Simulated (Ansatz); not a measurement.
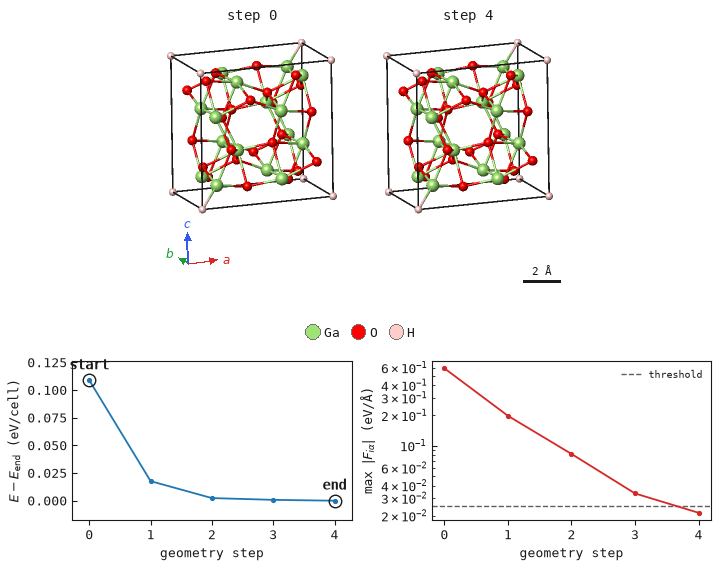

First and last geometry of a relaxation of a defect cell of composition Ga16HO24, with the history of the run. The picture is a ball-and-stick view of the cell of the calculation, seen slightly off an axis.

Case: H interstitial, charge +0, atoms relaxed at the host's cell.

Method: DFT PBE, scalar-relativistic, plane waves, PAW in Ansatz 0.2.0. Settings: plane-wave cutoff 420 eV; k-point mesh 2 × 2 × 2; occupations gaussian; smearing width 0.01 eV; mesh shifted by (0.5, 0.5, 0.5); collinear spin; atoms relaxed in a fixed cell; force threshold 0.025 eV/Å; at most 45 steps.

> Did the run converge, and what did it change?

It converged. The energy falls by 0.109 eV per cell of the calculation in 4 geometry steps. The largest force component goes from 0.59 to 0.021 eV/Å. The largest moves, 0.057 Å, are those of O atoms. By element the largest moves are O 0.057 Å, Ga 0.014 Å. H stays in place. The lattice vectors keep their values. Among the contacts that change: Ga–O 1.952 → 1.982 Å, Ga–O 2.105 → 2.078 Å, Ga–O 2.105 → 2.121 Å, Ga–O 1.952 → 1.945 Å. Bond angles that change, for instance: O–Ga–O 90.3° → 92.9°, Ga–O–Ga 131.5° → 133.8°, Ga–O–Ga 131.5° → 129.4°.

```json
{"step": "0", "E − E(0), meV/atom": "0.00", "largest force component, eV/Å": "0.5905"}
{"step": "1", "E − E(0), meV/atom": "-2.22", "largest force component, eV/Å": "0.1983"}
{"step": "2", "E − E(0), meV/atom": "-2.60", "largest force component, eV/Å": "0.0826"}
{"step": "3", "E − E(0), meV/atom": "-2.63", "largest force component, eV/Å": "0.0333"}
{"step": "4", "E − E(0), meV/atom": "-2.65", "largest force component, eV/Å": "0.0214"}
```

Limits of the set-up: the periodic images lie only 7.4 Å apart, so the values are limited by the cell's size.
